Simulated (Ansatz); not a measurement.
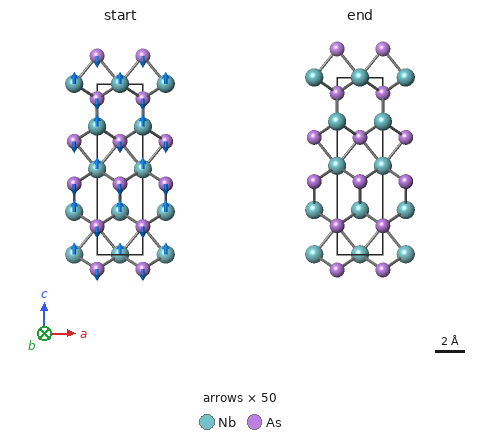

The structure of crystalline NbAs (set up in I4_1md) before (left) and after (right) a relaxation, at one scale. The blue arrows give the displacements (the part carried along by the change of the cell is left out), magnified 50 times.

A ball-and-stick model of the cell of the calculation, seen along the b axis.

Case: biaxial strain in the a-b plane of -6.0 %; c and atoms relaxed.

These are results of Ansatz, DFT PBE, scalar-relativistic, plane waves, PAW, not measurements. Settings: plane-wave cutoff 420 eV; k-point mesh 10 × 10 × 4; occupations gaussian; smearing width 0.1 eV; no spin polarisation; cell relaxed at fixed a, b, gamma; force threshold 0.008 eV/Å; at most 40 steps.

Summarise the run.

Over 4 accepted moves (5 points after the start) the energy falls by 16.8 meV per atom. Largest force component: 0.18 eV/Å at the start, 0.00025 eV/Å at the end. Pressure: 20.04 GPa at the start and 12.59 GPa at the end. The SCF was repeated once at an unchanged geometry on a basis and grid sized afresh for the cell, which shifted the energy by 0.1 meV per atom at most. The largest moves relative to the cell, 0.017 Å, are those of Nb and As atoms. By element the largest moves are As 0.017 Å, Nb 0.017 Å. Cell: a = b unchanged at 3.265 Å, c 12.172 → 12.615 Å (+3.6 %). Volume +3.6 %. Some distances before and after: As–Nb 2.537 → 2.568 Å, As–Nb 2.574 → 2.604 Å. Bond angles that change, for instance: Nb–As–Nb 131.0° → 128.0°, As–Nb–As 131.0° → 128.0°. The space group stays I4_1md (No. 109). Cost: 2.5 min on 1 thread of Intel(R) Xeon(R) 6975P-C (Granite Rapids), with other jobs on the host, peak memory 0.7 GiB.
